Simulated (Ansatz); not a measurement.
System: Mg12O (cell with a defect).

The calculation's input:

```
crystal:
  lattice:
    - [6.42, 0.0, 0.0]
    - [-4.815, 8.339825, 0.0]
    - [0.0, 0.0, 5.21304]
  atoms:
    - { symbol: Mg, position: [0.0, 0.0, 0.0] }
    - { symbol: Mg, position: [0.16666666, 0.22222221, 0.5] }
    - { symbol: Mg, position: [-1.0e-08, 0.33333332, 0.0] }
    - { symbol: Mg, position: [0.16666665, 0.55555553, 0.5] }
    - { symbol: Mg, position: [-2.0e-08, 0.66666664, 0.0] }
    - { symbol: Mg, position: [0.16666664, 0.88888885, 0.5] }
    - { symbol: Mg, position: [0.5, 0.0, 0.0] }
    - { symbol: Mg, position: [0.66666666, 0.22222221, 0.5] }
    - { symbol: Mg, position: [0.49999999, 0.33333332, 0.0] }
    - { symbol: Mg, position: [0.66666665, 0.55555553, 0.5] }
    - { symbol: Mg, position: [0.49999998, 0.66666664, 0.0] }
    - { symbol: Mg, position: [0.66666664, 0.88888885, 0.5] }
    - { symbol: O, position: [0.32969474, 0.10611772, 0.24770947] }
basis:
  ecutwfc: 500.0
kpoints:
  mp_grid: { grid: [3, 2, 3] }
hamiltonian:
  xc: r2scan
scf:
  occupations: { method: fermi_dirac, width: 0.15 }
  lower_state_search: "off"
relax:
  f_tol: 0.03
  max_steps: 60
  adjacent_minimum: "off"
output:
  write_density: true
  write_potential: true
  elf: true
  volumetric_format: npy
```

Command:

```sh
ansatz run input.yaml --threads 4 --pin off --max-ram 10240MiB --backend cpu --events-out ev --progress --plain --runs-dir out
```

The fields are those of the run's last geometry, not of the input's.

Computed with DFT r2SCAN, scalar-relativistic, plane waves, PAW (Ansatz 0.2.0).

Q: Predict the valence pseudo-density and electron localisation function between the atoms.

A: Mg–O (2.19 Å): ρ at the midpoint is about 0.28 e/Å³; the ELF peaks at about 0.85 in the valence shell of O, 0.6 Å from its nucleus, and is about 0.30 at the midpoint.

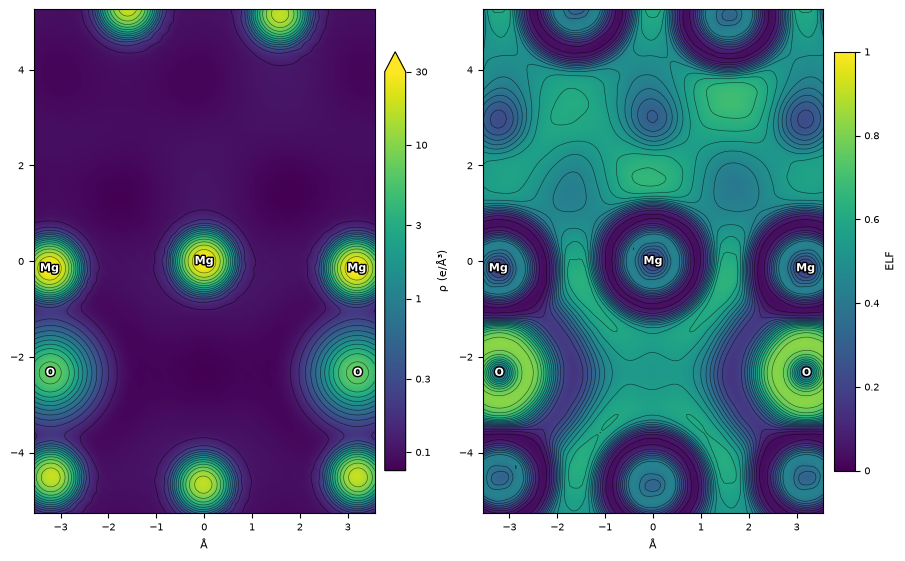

Computed valence pseudo-density and electron localisation function on the (011) plane of the calculation cell, in this order. Atoms just off the plane (Mg, 0.3 Å away) can leave unmarked features too.

The density is the valence pseudo-density of a PAW calculation; it isn't the true density close to the nuclei.
